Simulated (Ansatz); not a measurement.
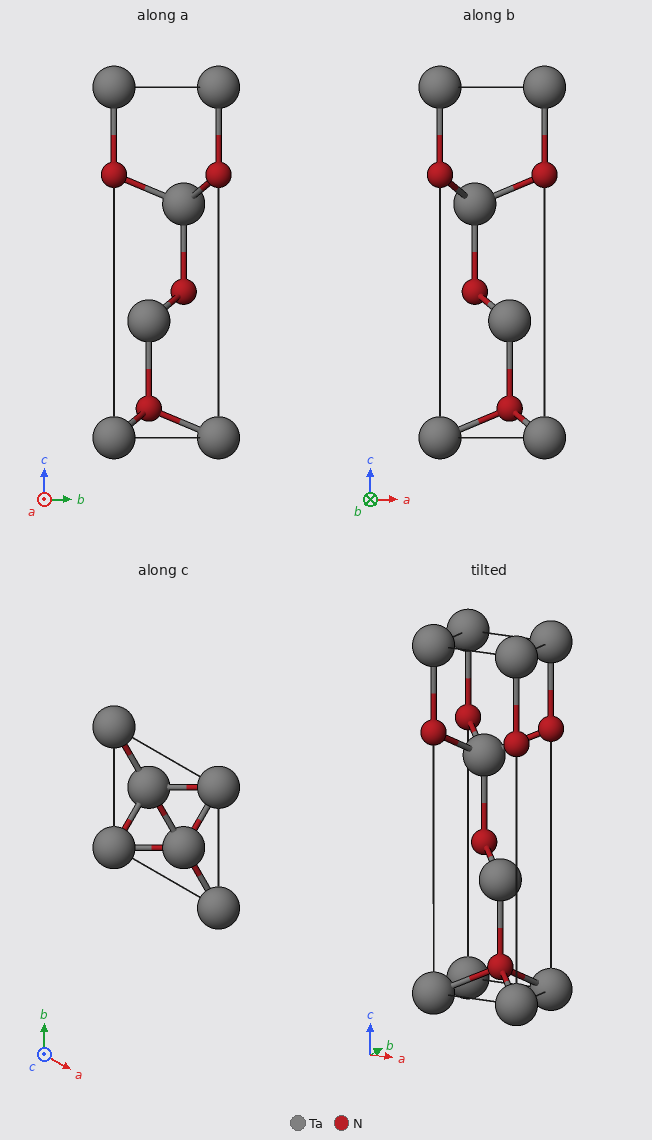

The image is a ball-and-stick drawing of a crystal, viewed along the a axis, along the b axis, along the c axis and slightly off an axis. The wireframe shows the conventional unit cell.

Lattice parameters: a = 3.1522 Å, b = 3.1522 Å, c = 9.1564 Å, α = 90.000°, β = 90.000°, γ = 120.000°.

Q: Write the structure as a CIF in P1 with every atom of the cell.

A:
```cif
data_structure
_symmetry_space_group_name_H-M 'P 1'
_symmetry_Int_Tables_number 1
_cell_length_a 3.1522
_cell_length_b 3.1522
_cell_length_c 9.1564
_cell_angle_alpha 90.000
_cell_angle_beta 90.000
_cell_angle_gamma 120.000
_cell_volume 78.79
loop_
_atom_site_label
_atom_site_type_symbol
_atom_site_fract_x
_atom_site_fract_y
_atom_site_fract_z
_atom_site_occupancy
Ta1 Ta 0.0000 0.0000 0.0000 1
N1 N 0.6667 0.3333 0.0833 1
Ta2 Ta 0.6667 0.3333 0.3333 1
N2 N 0.3333 0.6667 0.4167 1
Ta3 Ta 0.3333 0.6667 0.6667 1
N3 N 0.0000 0.0000 0.7500 1
```

Starting structure: a structure type filled with these elements by a generator (whether the compound takes this form wasn't checked). Earlier steps of the study may have refined or changed the cell and positions. It was set up as input for a calculation with Ansatz.
